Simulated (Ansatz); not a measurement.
## Geometry relaxation of PdSi$_{31}$ (part 3 of 3)

PdSi$_{31}$ (defect cell, 32 atoms in the cell); DFT LDA, scalar-relativistic, plane waves, PAW, no spin polarisation (Ansatz 0.2.0); cutoff 420 eV, 3×3×3 k-mesh, Gaussian smearing of 0.02 eV. The structure derives from a Materials Project entry. It belongs to a series of runs on one base structure; here: Pd on a Si site (a), charge +0, atoms relaxed at the host's cell.

### Trajectory as extended XYZ (Å, eV, eV/Å), 7 of the 9 frames kept, from step=1 to step=9
```
32
Lattice="-5.4019 -5.4019 5.4019 5.4019 -5.4019 -5.4019 5.4019 5.4019 5.4019" Properties=species:S:1:pos:R:3:forces:R:3 step=1 energy=-25711.37302
Pd    6.8182   -1.4234    1.4310   -0.0427   0.0803  -0.6086
Si    4.0515   -4.0515   -4.0515   -0.4653  -0.3164  -0.2199
Si    4.0515   -1.3505    4.0515    0.0372  -0.1319   0.0382
Si    1.3505   -4.0515   -1.3505    0.0447  -0.0719  -0.0699
Si    4.0515   -1.3505   -1.3505   -0.0441   0.0893  -0.0588
Si    1.3505   -6.7524    1.3505    0.0104  -0.0168   0.0605
Si    4.0515   -4.0515    1.3505    0.2003   0.1372  -0.0081
Si    4.0515    4.0515    4.0515   -0.3119   0.0809   0.1179
Si    1.3505   -1.3505    6.7524    0.0096  -0.0611   0.0119
Si   -1.3505   -4.0515    1.3505    0.4965  -0.4159  -0.5122
Si    1.3505   -1.3505    1.3505    0.0182  -0.0118   0.0082
Si    4.0515    1.3505    1.3505    0.2418  -0.2815   0.1510
Si    1.3505   -4.0515    4.0515   -0.8426   0.7477  -0.7645
Si   -4.0515   -4.0515    4.0515    0.3302   0.2766  -0.2952
Si   -1.3505   -1.3505    4.0515    0.4619   0.4022   0.3679
Si    1.3505    1.3505    4.0515    0.1850  -0.0360  -0.1193
Si    5.4023   -2.7082   -0.0484    0.1844   0.4208   0.6272
Si    8.0009    0.0452   -0.0921    1.0453  -1.1569   1.4794
Si    2.7010   -2.7010    2.7010    0.0489   0.0596  -0.0747
Si    5.4303   -0.0409    2.7155   -0.0416   0.2809  -0.4605
Si    2.7010   -2.7010   -2.7010   -0.0104  -0.0206  -0.0511
Si    0.0000   -8.1029    0.0000    0.0472   0.0367  -0.0906
Si    2.7010   -5.4019    0.0000   -0.0865  -0.0439  -0.0768
Si    2.7010    2.7010    2.7010    0.0213   0.0092   0.0049
Si    0.0000   -2.7010    5.4019    0.0643   0.0144   0.1285
Si    2.7010    0.0000    5.4019   -0.1014   0.0751   0.0773
Si    0.0000   -2.7010    0.0000   -0.0634   0.0653   0.0750
Si    2.7010    0.0000    0.0000    0.0392  -0.0552   0.0875
Si    0.0000   -5.4019    2.7010    0.0553  -0.0941  -0.0226
Si    0.0000    0.0000    8.1029    0.0710   0.1012  -0.0634
Si   -2.5287   -2.7368    2.7293   -1.5296  -0.0896   0.3420
Si    0.0000    0.0000    2.7010   -0.0730  -0.0733  -0.0814
32
Lattice="-5.4019 -5.4019 5.4019 5.4019 -5.4019 -5.4019 5.4019 5.4019 5.4019" Properties=species:S:1:pos:R:3:forces:R:3 step=2 energy=-25711.65477
Pd    6.7968   -1.4107    1.4028    0.0026   0.0102  -0.2314
Si    4.0287   -4.0717   -4.0563   -0.1139  -0.1024  -0.0554
Si    4.0629   -1.3428    4.0465   -0.0150  -0.0634   0.0068
Si    1.3470   -4.0545   -1.3586    0.0265  -0.0225  -0.0015
Si    4.0515   -1.3421   -1.3580   -0.0204   0.0013  -0.0451
Si    1.3574   -6.7620    1.3443   -0.0020   0.0021   0.0257
Si    4.0735   -4.0346    1.3439    0.0278   0.0585   0.0073
Si    4.0407    4.0502    4.0521   -0.0710   0.0373   0.0452
Si    1.3574   -1.3475    6.7586   -0.0010  -0.0300  -0.0060
Si   -1.3533   -4.0483    1.3522    0.1974  -0.1597  -0.1984
Si    1.3505   -1.3561    1.3544    0.0135  -0.0071   0.0013
Si    4.0648    1.3370    1.3447    0.0789  -0.0642   0.0379
Si    1.3526   -4.0583    4.0513   -0.2744   0.2697  -0.2808
Si   -4.0489   -4.0525    4.0552    0.1012   0.0763  -0.0635
Si   -1.3422   -1.3514    4.0634    0.1807   0.1312   0.1446
Si    1.3496    1.3630    4.0458    0.0577  -0.0490  -0.0507
Si    5.4155   -2.6703   -0.0298    0.0636   0.1363   0.1780
Si    8.0350   -0.0054   -0.0290    0.3088  -0.3752   0.4268
Si    2.7116   -2.6992    2.6996    0.0234   0.0011   0.0116
Si    5.4298   -0.0240    2.6825   -0.0267   0.0984  -0.0548
Si    2.7021   -2.7047   -2.7033   -0.0099  -0.0067   0.0104
Si   -0.0068   -8.1110   -0.0003    0.0183   0.0249  -0.0601
Si    2.7029   -5.3951   -0.0004   -0.0037  -0.0214  -0.0644
Si    2.7119    2.6937    2.6905   -0.0181   0.0082   0.0437
Si    0.0152   -2.7029    5.4139    0.0039  -0.0130  -0.0225
Si    2.6954    0.0087    5.4004   -0.0032   0.0375   0.0079
Si   -0.0053   -2.6982    0.0007   -0.0298   0.0100   0.0035
Si    2.7023   -0.0078    0.0067    0.0103  -0.0137  -0.0045
Si    0.0089   -5.4087    2.6899    0.0049   0.0053   0.0479
Si    0.0029    0.0059    8.1033    0.0170   0.0298  -0.0122
Si   -2.6165   -2.7302    2.7422   -0.5213   0.0035   0.1518
Si   -0.0057   -0.0035    2.6971   -0.0252  -0.0135   0.0013
32
Lattice="-5.4019 -5.4019 5.4019 5.4019 -5.4019 -5.4019 5.4019 5.4019 5.4019" Properties=species:S:1:pos:R:3:forces:R:3 step=4 energy=-25711.70626
Pd    6.7521   -1.3733    1.3883   -0.0277   0.0548  -0.0717
Si    3.9522   -4.1560   -4.0877    0.0460   0.1284   0.2570
Si    4.0292   -1.3650    4.1225    0.0427   0.0250  -0.0795
Si    1.3718   -4.0364   -1.2687   -0.0361   0.0375  -0.1226
Si    4.0525   -1.3635   -1.4238   -0.0322  -0.0524  -0.0253
Si    1.3472   -6.7412    1.3276    0.0545  -0.0771   0.2235
Si    4.1543   -3.9422    1.3185   -0.0413  -0.0515   0.2209
Si    4.0703    4.0575    3.9767   -0.0566  -0.0846  -0.0503
Si    1.3459   -1.3350    6.7304    0.0558  -0.1541   0.1033
Si   -1.4366   -3.9521    1.3580   -0.0654   0.0536   0.1630
Si    1.3402   -1.3459    1.3315    0.1329  -0.0657   0.0966
Si    4.1673    1.2431    1.3729   -0.1406   0.1183   0.0185
Si    1.3610   -4.0519    3.9892    0.1208  -0.0672   0.0401
Si   -4.0643   -4.0865    4.1357    0.1069   0.0249  -0.0784
Si   -1.3134   -1.3316    4.1252   -0.1206  -0.2281  -0.1444
Si    1.3591    1.3203    3.9803    0.0150   0.1291  -0.0172
Si    5.5038   -2.6314   -0.1136    0.0276   0.0945  -0.1675
Si    8.0305   -0.1125   -0.0898   -0.1945   0.0464  -0.2331
Si    2.7285   -2.6686    2.6759   -0.0222  -0.0130   0.0175
Si    5.4870   -0.0779    2.8522    0.0483  -0.0725  -0.0236
Si    2.6604   -2.7353   -2.7342    0.0726   0.0229   0.0590
Si   -0.0387   -8.1448    0.0501   -0.0657  -0.0361  -0.0580
Si    2.7606   -5.3635    0.0524   -0.0322   0.0707  -0.0348
Si    2.7332    2.6658    2.6495    0.0872  -0.0380  -0.0865
Si    0.0398   -2.7468    5.4050    0.0084   0.0558   0.0641
Si    2.6836    0.0403    5.4146   -0.0401  -0.0586  -0.0495
Si   -0.0357   -2.6687    0.0011    0.0370   0.0142  -0.0247
Si    2.7557   -0.0430    0.0099   -0.0223   0.0029   0.0266
Si   -0.0370   -5.3574    2.6530    0.0164  -0.0462  -0.0588
Si    0.0334    0.0389    8.0736   -0.0589   0.0294   0.0686
Si   -2.7768   -2.6418    2.8563    0.1208   0.1065  -0.0427
Si   -0.0294   -0.0285    2.6739   -0.0362   0.0302   0.0099
32
Lattice="-5.4019 -5.4019 5.4019 5.4019 -5.4019 -5.4019 5.4019 5.4019 5.4019" Properties=species:S:1:pos:R:3:forces:R:3 step=5 energy=-25711.73102
Pd    6.7498   -1.3604    1.3475   -0.0107   0.0130   0.0024
Si    3.9802   -4.1305   -4.0636    0.0187   0.0269   0.0667
Si    4.0468   -1.3558    4.1038    0.0054   0.0069  -0.0172
Si    1.3586   -4.0454   -1.2936   -0.0044   0.0163  -0.0237
Si    4.0480   -1.3481   -1.4078   -0.0088  -0.0494   0.0109
Si    1.3546   -6.7554    1.3438    0.0091  -0.0058   0.0435
Si    4.1333   -3.9775    1.3377   -0.0193  -0.0168   0.0682
Si    4.0658    4.0435    3.9984   -0.0122   0.0230   0.0062
Si    1.3543   -1.3482    6.7544    0.0069  -0.0476  -0.0055
Si   -1.4246   -3.9754    1.3584    0.0083   0.0058   0.0018
Si    1.3516   -1.3543    1.3520    0.0428  -0.0083  -0.0004
Si    4.1391    1.2692    1.3597   -0.0408   0.0263  -0.0188
Si    1.3520   -4.0475    4.0005    0.0630  -0.0159   0.0156
Si   -4.0465   -4.0641    4.1048    0.0111  -0.0130  -0.0101
Si   -1.3338   -1.3486    4.1049   -0.0073  -0.0476  -0.0300
Si    1.3604    1.3325    3.9972   -0.0227   0.0230   0.0047
Si    5.4634   -2.6513   -0.1009    0.0790   0.0886  -0.0917
Si    8.0511   -0.0670   -0.0869   -0.1030  -0.0625  -0.1125
Si    2.7334   -2.6794    2.6917   -0.0195   0.0042  -0.0078
Si    5.4726   -0.0641    2.7978    0.0535  -0.0584   0.0558
Si    2.6775   -2.7317   -2.7116    0.0098   0.0173   0.0010
Si   -0.0267   -8.1391    0.0365   -0.0094   0.0024  -0.0145
Si    2.7409   -5.3739    0.0390   -0.0169   0.0095  -0.0127
Si    2.7356    2.6651    2.6593    0.0245  -0.0053   0.0046
Si    0.0346   -2.7289    5.4106   -0.0158   0.0031   0.0185
Si    2.6814    0.0232    5.4132   -0.0043  -0.0044  -0.0126
Si   -0.0223   -2.6779    0.0111    0.0018  -0.0027  -0.0205
Si    2.7345   -0.0325    0.0119    0.0015   0.0168  -0.0038
Si   -0.0259   -5.3699    2.6560   -0.0045  -0.0163   0.0296
Si    0.0296    0.0257    8.0946   -0.0041   0.0074   0.0037
Si   -2.7593   -2.6384    2.7952   -0.0244   0.0561   0.0584
Si   -0.0220   -0.0288    2.6907   -0.0073   0.0078  -0.0100
32
Lattice="-5.4019 -5.4019 5.4019 5.4019 -5.4019 -5.4019 5.4019 5.4019 5.4019" Properties=species:S:1:pos:R:3:forces:R:3 step=6 energy=-25711.74186
Pd    6.7498   -1.3543    1.3471    0.0016   0.0075  -0.0156
Si    3.9531   -4.1569   -4.0672    0.0244   0.0061  -0.0024
Si    4.0429   -1.3570    4.1214    0.0083   0.0010   0.0028
Si    1.3599   -4.0385   -1.2766    0.0011  -0.0061  -0.0002
Si    4.0408   -1.3479   -1.4240    0.0120  -0.0096   0.0187
Si    1.3563   -6.7576    1.3509   -0.0047   0.0115  -0.0063
Si    4.1616   -3.9509    1.3345   -0.0155  -0.0271   0.0004
Si    4.0725    4.0423    3.9790   -0.0051   0.0157   0.0280
Si    1.3557   -1.3535    6.7557   -0.0050  -0.0112  -0.0218
Si   -1.4504   -3.9507    1.3659    0.0216  -0.0172  -0.0127
Si    1.3550   -1.3553    1.3532    0.0108   0.0050  -0.0140
Si    4.1611    1.2451    1.3648   -0.0126   0.0101  -0.0106
Si    1.3508   -4.0390    3.9796    0.0090  -0.0139   0.0167
Si   -4.0471   -4.0684    4.1214   -0.0121  -0.0117   0.0033
Si   -1.3332   -1.3506    4.1202    0.0118   0.0038   0.0031
Si    1.3620    1.3270    3.9773   -0.0097   0.0023   0.0202
Si    5.4920   -2.6241   -0.1382    0.0089   0.0171   0.0291
Si    8.0234   -0.0889   -0.1308   -0.0159  -0.0122   0.0261
Si    2.7428   -2.6721    2.6888    0.0060   0.0036  -0.0124
Si    5.4943   -0.0852    2.8323   -0.0012  -0.0034  -0.0194
Si    2.6728   -2.7401   -2.7129   -0.0002  -0.0040  -0.0078
Si   -0.0379   -8.1508    0.0516   -0.0078  -0.0040   0.0123
Si    2.7511   -5.3621    0.0539   -0.0006   0.0100   0.0114
Si    2.7507    2.6520    2.6479    0.0090  -0.0072  -0.0142
Si    0.0389   -2.7365    5.4138   -0.0084  -0.0141   0.0083
Si    2.6735    0.0291    5.4167    0.0013   0.0170  -0.0055
Si   -0.0297   -2.6706    0.0154   -0.0147  -0.0042  -0.0101
Si    2.7408   -0.0380    0.0148    0.0134   0.0106  -0.0019
Si   -0.0389   -5.3598    2.6451   -0.0062   0.0011   0.0031
Si    0.0390    0.0322    8.0911   -0.0048   0.0177  -0.0037
Si   -2.7846   -2.6155    2.8263    0.0003  -0.0039  -0.0163
Si   -0.0310   -0.0381    2.6872   -0.0148   0.0098  -0.0087
32
Lattice="-5.4019 -5.4019 5.4019 5.4019 -5.4019 -5.4019 5.4019 5.4019 5.4019" Properties=species:S:1:pos:R:3:forces:R:3 step=8 energy=-25711.72874 accepted=F
Pd    6.7581   -1.3532    1.3623   -0.0004  -0.0049  -0.0248
Si    3.9851   -4.1265   -4.0643   -0.0121   0.0088   0.0084
Si    4.0486   -1.3525    4.0974    0.0006  -0.0109  -0.0236
Si    1.3565   -4.0412   -1.3022    0.0083  -0.0082  -0.0245
Si    4.0508   -1.3573   -1.3961   -0.0024   0.0254  -0.0057
Si    1.3544   -6.7543    1.3477    0.0087  -0.0153   0.0135
Si    4.1289   -3.9859    1.3374    0.0002   0.0228   0.0070
Si    4.0621    4.0514    4.0060   -0.0062  -0.0348  -0.0168
Si    1.3548   -1.3550    6.7497    0.0089   0.0112   0.0234
Si   -1.4119   -3.9891    1.3581   -0.0164   0.0132   0.0036
Si    1.3560   -1.3540    1.3480    0.0000  -0.0053   0.0163
Si    4.1236    1.2814    1.3586    0.0024  -0.0056   0.0023
Si    1.3569   -4.0452    4.0033   -0.0185   0.0093  -0.0126
Si   -4.0482   -4.0701    4.1003    0.0089   0.0309  -0.0198
Si   -1.3348   -1.3544    4.0975   -0.0282   0.0027  -0.0226
Si    1.3534    1.3357    4.0026    0.0338   0.0210  -0.0091
Si    5.4736   -2.6439   -0.0825    0.0126   0.0138  -0.0348
Si    8.0424   -0.0631   -0.0828   -0.0160  -0.0244  -0.0346
Si    2.7348   -2.6800    2.6872   -0.0140   0.0085   0.0257
Si    5.4602   -0.0495    2.7864    0.0437  -0.0560   0.0635
Si    2.6833   -2.7300   -2.7138   -0.0090   0.0099   0.0246
Si   -0.0248   -8.1365    0.0315    0.0140   0.0123  -0.0073
Si    2.7354   -5.3754    0.0310   -0.0055  -0.0155  -0.0093
Si    2.7337    2.6695    2.6667   -0.0241   0.0217   0.0197
Si    0.0285   -2.7313    5.4116    0.0261   0.0137  -0.0285
Si    2.6817    0.0231    5.4112   -0.0182  -0.0224  -0.0177
Si   -0.0230   -2.6791    0.0093    0.0133   0.0261  -0.0055
Si    2.7350   -0.0284    0.0106   -0.0154  -0.0305  -0.0199
Si   -0.0237   -5.3771    2.6682    0.0188  -0.0151   0.0074
Si    0.0279    0.0219    8.0907    0.0114  -0.0260   0.0181
Si   -2.7491   -2.6573    2.7877   -0.0381   0.0466   0.0608
Si   -0.0223   -0.0276    2.6868    0.0129  -0.0231   0.0227
32
Lattice="-5.4019 -5.4019 5.4019 5.4019 -5.4019 -5.4019 5.4019 5.4019 5.4019" Properties=species:S:1:pos:R:3:forces:R:3 step=9 energy=-25711.74294
Pd    6.7558   -1.3558    1.3491    0.0008   0.0009   0.0011
Si    3.9599   -4.1512   -4.0659    0.0019   0.0004   0.0060
Si    4.0437   -1.3568    4.1170   -0.0019   0.0027  -0.0006
Si    1.3588   -4.0411   -1.2834    0.0019   0.0026  -0.0003
Si    4.0427   -1.3504   -1.4175   -0.0017  -0.0024  -0.0043
Si    1.3554   -6.7560    1.3499    0.0010   0.0010   0.0016
Si    4.1543   -3.9579    1.3357   -0.0028  -0.0024   0.0074
Si    4.0695    4.0452    3.9853    0.0009   0.0031   0.0001
Si    1.3555   -1.3539    6.7522    0.0009  -0.0020  -0.0018
Si   -1.4427   -3.9574    1.3644    0.0025  -0.0025  -0.0080
Si    1.3559   -1.3543    1.3498    0.0006  -0.0007   0.0008
Si    4.1538    1.2507    1.3642   -0.0011   0.0014  -0.0058
Si    1.3526   -4.0412    3.9838    0.0000   0.0014  -0.0009
Si   -4.0493   -4.0690    4.1182    0.0000   0.0003  -0.0021
Si   -1.3318   -1.3509    4.1176    0.0026  -0.0022  -0.0004
Si    1.3590    1.3320    3.9831    0.0026  -0.0010  -0.0006
Si    5.4883   -2.6249   -0.1253    0.0046   0.0070  -0.0051
Si    8.0256   -0.0839   -0.1214   -0.0033  -0.0086  -0.0099
Si    2.7403   -2.6729    2.6877    0.0003   0.0022   0.0000
Si    5.4899   -0.0838    2.8223    0.0022  -0.0057   0.0104
Si    2.6744   -2.7383   -2.7136   -0.0019   0.0055   0.0006
Si   -0.0364   -8.1479    0.0492   -0.0001  -0.0012  -0.0023
Si    2.7482   -5.3639    0.0502   -0.0027   0.0009  -0.0069
Si    2.7479    2.6563    2.6505   -0.0017  -0.0023   0.0042
Si    0.0372   -2.7383    5.4136   -0.0007   0.0061   0.0004
Si    2.6749    0.0302    5.4140   -0.0024  -0.0026  -0.0002
Si   -0.0286   -2.6726    0.0123   -0.0018  -0.0006  -0.0006
Si    2.7399   -0.0350    0.0127    0.0024  -0.0015   0.0004
Si   -0.0369   -5.3635    2.6499    0.0014  -0.0009   0.0070
Si    0.0365    0.0302    8.0905    0.0015  -0.0027  -0.0011
Si   -2.7781   -2.6228    2.8229   -0.0025   0.0039   0.0104
Si   -0.0284   -0.0359    2.6872   -0.0036  -0.0001   0.0004
```

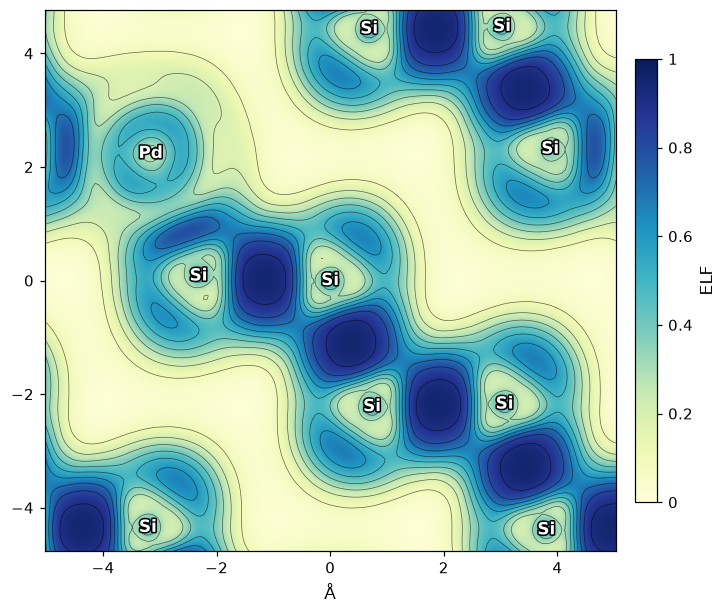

*Electron localisation function on the (001) plane of the calculation cell.*

The section cuts through Pd and Si sites. Si–Pd (2.32 Å): the ELF is about 0.45 at the midpoint. The strong features right at Pd lie inside the PAW spheres (semicore, d or f shells) and say nothing about bonding. Core electrons are frozen (PAW), so the fields are smoothed inside the atomic spheres.

### Results in brief

- outcome: converged
- electrons treated: 142
- free energy: −25711.7429 eV
- Fermi energy: 6.576 eV
- gap on the k-point mesh: none (metallic)
- final volume: 630.54 Å³
- largest force (length of the vector) at the end: 0.014 eV/Å
- wall time: 8.6 min (CPU time 25 min)
- peak memory: 1.9 GiB
